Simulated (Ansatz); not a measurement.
**Energy of NaCl along an even scaling of the cell**

System: NaCl (Fm-3m, 2 atoms in the cell).
Method: Kohn-Sham DFT of a periodic cell, BHLYP, Ansatz PAW, no spin polarisation (Ansatz 0.2.0).

The 6 runs differ only in the geometry, by an even scaling of the cell at fixed fractional positions. The structure derives from a Materials Project entry.

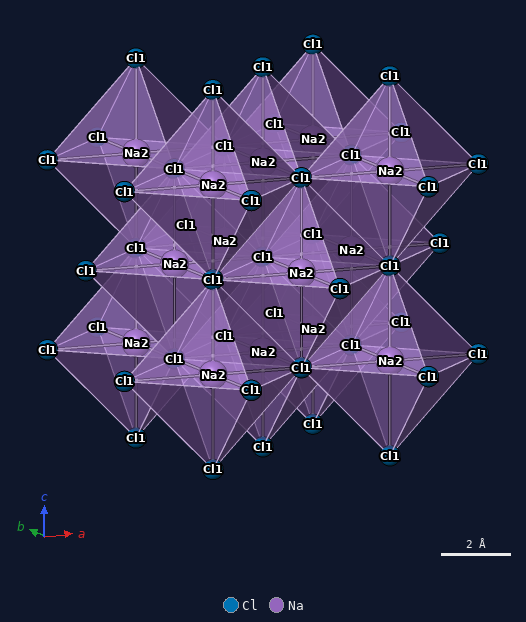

Figure 1. The structure of run 4 (polyhedral view of the cell 4 times as large as that of the calculation, set on its symmetry axes, seen slightly off an axis; polyhedra are completed across the faces of the cell; atoms are numbered from 1 in the order of the input).

**Input of run 4**
```yaml
crystal:
  lattice:
    - [0.0, 2.8125674869, 2.8125674869]
    - [2.8125674869, 0.0, 2.8125674869]
    - [2.8125674869, 2.8125674869, 0.0]
  atoms:
    - { symbol: Cl, position: [0.5, 0.5, 0.5] }
    - { symbol: Na, position: [0.0, 0.0, 0.0] }
hamiltonian:
  xc: { name: BHLYP }
  pseudopotentials: { kind: paw }
kpoints:
  mp_grid: { grid: [4, 4, 4] }
scf:
  occupations: { method: fermi_dirac, width: 0.05 }
output:
  forces: true
  stress: true
  eigenvalues: true
```

Command:
```bash
ansatz run input.yaml --threads 2 --pin off --max-ram 5632MiB --backend cpu --events-out ev --progress --plain --runs-dir out
```

Lattice vectors (Å) and fractional positions of run 4:
```
   0.000000    2.812567    2.812567
   2.812567    0.000000    2.812567
   2.812567    2.812567    0.000000
Cl  0.500000  0.500000  0.500000
Na  0.000000  0.000000  0.000000
```

Run 2 differs from it as follows:
```diff
-    - [0.0, 2.8125674869, 2.8125674869]
-    - [2.8125674869, 0.0, 2.8125674869]
-    - [2.8125674869, 2.8125674869, 0.0]
+    - [0.0, 2.7753105505, 2.7753105505]
+    - [2.7753105505, 0.0, 2.7753105505]
+    - [2.7753105505, 2.7753105505, 0.0]
```

**Results, with one run withheld**

| run | volume per atom (Å³) | free energy per atom, from the lowest run given (meV) | pressure (GPa) | gap on the mesh (eV) |
| --- | --- | --- | --- | --- |
| 1 | 20.504 | 14.96 | 2.82 | 9.75 |
| 2 | 21.376 | ? | ? | ? |
| 3 | 21.813 | 1.09 | 0.69 | 9.43 |
| 4 | 22.249 | 0.00 | 0.12 | 9.33 |
| 5 | 22.685 | 0.36 | −0.38 | 9.24 |
| 6 | 23.121 | 2.03 | −0.83 | 9.15 |

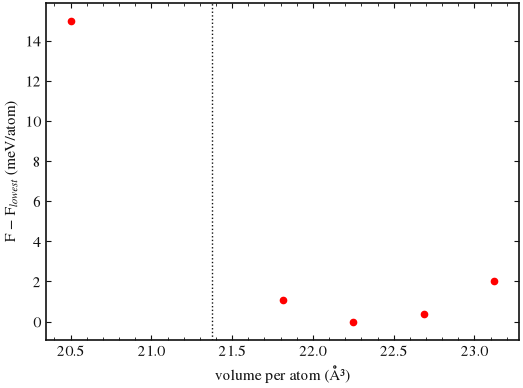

Figure 2. Free energy per atom of the runs given; the dotted line marks run 2.

Fit the runs given and predict run 2.

A cubic polynomial in V^(−2/3) (the Birch–Murnaghan form), fitted to the 5 runs given, misses them by under 0.01 meV per atom. With x = V^(−2/3) − 0.12720 Å⁻², it reads F = 0.32279 + 622.37 x + 2.6658e+05 x² + 7.4408e+05 x³ (meV per atom). At run 2 it gives 3.82 meV per atom, and the run itself gives 3.82. The slope of the fit gives a pressure −dF/dV of 1.32 GPa there, and the run prints 1.32 GPa. The fit has its minimum at 22.351 Å³ per atom, where V d²F/dV² gives 26.7 GPa: the bulk modulus at this level, since symmetry fixes the shape and the positions. The gap on the mesh goes, without turning, from 9.75 eV in run 1 to 9.15 eV in run 6; run 2 has 9.53 eV. These are gaps of this functional on this mesh, which can miss the band edges; they aren't the measured gap.

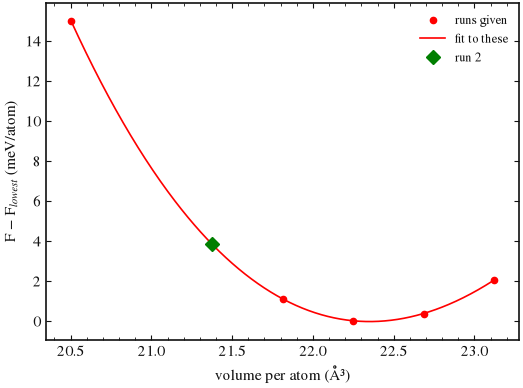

Figure 3. The fit and the withheld run.

**Output, shortened to warnings, some set-up lines, iterations and results (run 2)**
```
Warning: output.stress: scf.convergence.dr2_threshold = 1e-7 eV (the SCF's general default) is looser than the 2e-10 eV advised for a printed stress (1e-10 eV for each atom of the cell: 2). What an SCF threshold leaves in a stress goes as its square root, and in the free energy as the threshold itself, and one threshold admits the most on a small cell: of the crystals measured, under no hybrid …
Warning: output.stress: scf.exx.energy_threshold = 1e-6 eV is looser than the 2e-8 eV advised for a stress under a hybrid functional (1e-8 eV for each atom of the cell: 2). Every SCF of the exchange loop can meet its threshold on dr2 while the loop round them stops early: no threshold on dr2 bounds what that leaves in the stress. Set scf.exx.energy_threshold to 2e-8 eV or tighter. The threshold …
Basis set: ecut = 420 eV, 869 PW (Γ), exchange–correlation on 54×54×54 points (8 copies of the dense FFT grid, shifted against one another)
Symmetry: 48 space group operations
k-points: 8 of 64
Initial density: superposition of atomic densities (neutral atoms: chi_scale 0, normalization atom), corrected by the library's trained network
[...]
SCF iter   1: F=—  HF=-2577.742078 eV  |F-HF|=—  |Δ(HF+E_count)|=         —  Δρ=3.38e-3  dr2=3.97e-3  ethr=1.77e-3  ⟨swp⟩=9.9  Hψ=467  notcnv=0
SCF iter   2: F=-2577.740831 eV  HF=-2577.740875 eV  |F-HF|=4.39e-5  |Δ(HF+E_count)|=   1.20e-3  Δρ=8.83e-4  dr2=1.75e-4  ethr=1.09e-6  ⟨swp⟩=2.1  Hψ=403  notcnv=0  defer=1
SCF 1 stopped early in 2 iterations: F = -2577.740831 eV  dr2 = 1.75e-4
SCF iter   1: F=—  HF=-2577.493144 eV  |F-HF|=—  |Δ(HF+E_count)|=         —  Δρ=7.74e-3  dr2=1.30e-2  ethr=1.09e-5  ⟨swp⟩=6.2  Hψ=425  notcnv=0
SCF iter   2: F=—  HF=-2577.484543 eV  |F-HF|=—  |Δ(HF+E_count)|=   8.60e-3  Δρ=2.08e-3  dr2=3.50e-3  ethr=1.09e-5  ⟨swp⟩=3.4  Hψ=256  notcnv=0
[... 8 lines ...]
SCF iter   4: F=-2577.496382 eV  HF=-2577.496382 eV  |F-HF|=1.11e-9  |Δ(HF+E_count)|=   1.42e-7  Δρ=2.30e-6  dr2=6.32e-9  ethr=1.17e-9  ⟨swp⟩=3.0  Hψ=200  notcnv=0
SCF 3 converged in 4 iterations: F = -2577.496382 eV  dr2 = 6.32e-9
SCF iter   1: F=—  HF=-2577.496382 eV  |F-HF|=—  |Δ(HF+E_count)|=         —  Δρ=4.94e-6  dr2=4.01e-9  ethr=4.77e-9  ⟨swp⟩=5.0  Hψ=259  notcnv=0
SCF iter   2: F=-2577.496382 eV  HF=-2577.496382 eV  |F-HF|=1.17e-10  |Δ(HF+E_count)|=  6.68e-10  Δρ=1.11e-6  dr2=3.86e-10  ethr=2.35e-11  ⟨swp⟩=3.0  Hψ=211  notcnv=0
SCF 4 converged in 2 iterations: F = -2577.496382 eV  dr2 = 3.86e-10
  Residual-converged pass: ⟨swp⟩=2.0  Hψ=152  notcnv=0  max |occ|·‖R‖ = 2.3e-6 eV (tolerance 2.4e-6 eV)  dr2=3.86e-10  dr2_onsite=2.23e-11  max |Δocc| = 0.0e0
hybrid outer 3: dexx = +1.841e-9 eV, tail = 9.12e-10 eV, Δε = 2.12e-4 eV (about 2.88e-5 eV left of the loop's levels), ΔF = 2.06e-29 eV/Å (tail 1.27e-29)
hybrid SCF converged: 3 outer / 12 inner (+2 warm-up), last move |dexx| = 1.84e-9 eV, tail = 9.12e-10 eV
Stability not checked: this state was not tested for a lower state beside it, because the functional holds exact exchange (a hybrid, or Hartree-Fock), whose exchange loop this test does not read (fock_operator; see scf.lower_state_search)
Free energy (F): -2577.496382 eV
Frozen-core exchange: fock
Harris-Foulkes:  -2577.496382 eV  (|F-HF|=1.17e-10)
Internal energy: -2577.496382 eV  (E = F + TS)
E sigma→0 (E₀):  -2577.496382 eV
Fermi energy:    3.740940 eV
--- Per-component energies (eV) ---
  E_band       = -315.662872
  E_kinetic    = 284.480093
  E_local      = -1508.562905  (includes V_loc(G=0)·N_el)
  E_nonlocal   = 142.632344
  E_hartree    = 533.291056
  E_xc         = -77.704045
  E_vxc        = -91.274695  (∫ρ·V_xc dr)
  E_exx        = -130.538957  (= α·E_x^exact, valence–valence)
  E_paw        = -869.631416  (= ΣΔE_a)
  E_vpaw       = 51.557471  (= ΣTr[D̂ρ^β])
  E_aug_tail   = 0.000082  (compensation charges beyond the density's cutoff)
  E_ewald      = -951.228067
  E_core_change = -0.234567  (= ΣΔE_core)
  E_smearing   = -0.000000  (= −TS)
  E_closure    = -0.000000  (closes the sum)
  Σ components = -2577.496382   (vs F -2577.496382, Δ=0.00e0)
--- Forces (eV/Å), atoms counted from 1 ---
  atom   1  Cl     0.00000000    -0.00000000     0.00000000
  atom   2  Na     0.00000000    -0.00000000     0.00000000
  max |Σ_I F_I| component: 2.51e-29 eV/Å
--- Stress (GPa, compression-positive) ---
        1.322631      -0.000000      -0.000000
       -0.000000       1.322631      -0.000000
       -0.000000       0.000000       1.322631
  P = ⅓ Tr σ = 1.3226 GPa (13.226 kbar)
```

Warnings of the run: the exchange loop's threshold is looser than advised for the stress; the SCF threshold is looser than advised for the printed stress. Points of doubt noted for this run: forces on files of another functional.
